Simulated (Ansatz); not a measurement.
AlP

Input

```
crystal:
  lattice:
    - [0.0, 5.5073398843, -5.5073398843]
    - [5.5073398843, 5.5073398843, 0.0]
    - [5.5073398843, 0.0, -5.5073398843]
  atoms:
    - { symbol: Al, position: [0.0, 0.0, 0.5] }
    - { symbol: Al, position: [0.0, 0.5, 0.5] }
    - { symbol: Al, position: [0.5, 0.0, 0.5] }
    - { symbol: Al, position: [0.5, 0.5, 0.5] }
    - { symbol: Al, position: [0.0, 0.0, 1.0] }
    - { symbol: Al, position: [0.0, 0.5, 1.0] }
    - { symbol: Al, position: [0.5, 0.0, 1.0] }
    - { symbol: Al, position: [0.5, 0.5, 1.0] }
    - { symbol: P, position: [0.125, 0.125, 0.125] }
    - { symbol: P, position: [0.125, 0.625, 0.125] }
    - { symbol: P, position: [0.625, 0.125, 0.125] }
    - { symbol: P, position: [0.625, 0.625, 0.125] }
    - { symbol: P, position: [0.125, 0.125, 0.625] }
    - { symbol: P, position: [0.125, 0.625, 0.625] }
    - { symbol: P, position: [0.625, 0.125, 0.625] }
    - { symbol: P, position: [0.625, 0.625, 0.625] }
basis:
  ecutwfc: 420
  xc_grid: 2
kpoints:
  mp_grid: { grid: [3, 3, 3], shift: [0.0, 0.0, 0.0] }
hamiltonian:
  xc: pbe
scf:
  occupations: { method: gaussian, width: 0.01 }
output:
  forces: true
  stress: true
  eigenvalues: true
  write_density: true
  write_potential: true
  elf: true
  volumetric_format: npy
```

Command:

```sh
ansatz run input.yaml --threads 4 --pin off --max-ram 10240MiB --backend cpu --events-out ev --progress --plain --runs-dir out
```

Space group F-43m; a structure from a database of computed crystals, not necessarily the ambient phase.

The calculation used DFT PBE, scalar-relativistic, plane waves, PAW in Ansatz.

Q: What will maps of the valence pseudo-density and electron localisation function show?

A: Al–P (2.38 Å): ρ at the midpoint is about 0.51 e/Å³; the ELF peaks at about 0.95 between the atoms, as expected for localised, covalent bonding.

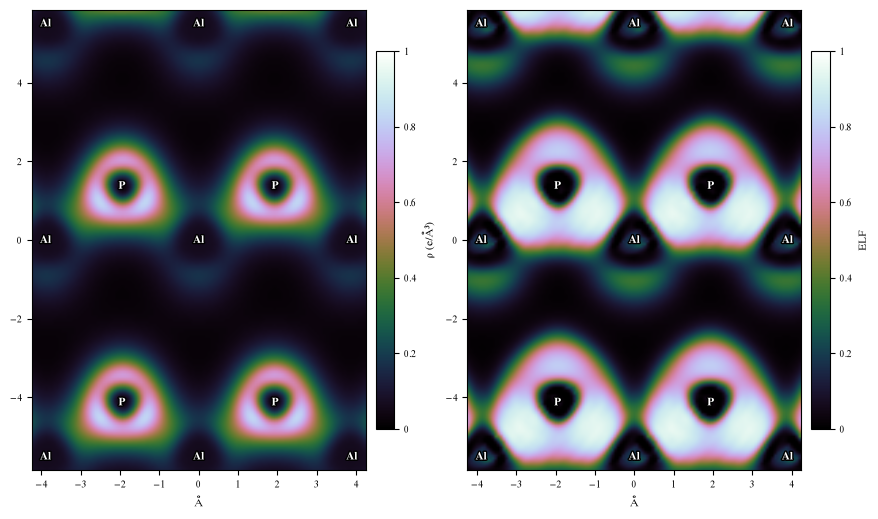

Computed valence pseudo-density and electron localisation function on the (11̄0) plane of the calculation cell, in this order. 

The density is the valence pseudo-density of a PAW calculation; it isn't the true density close to the nuclei.
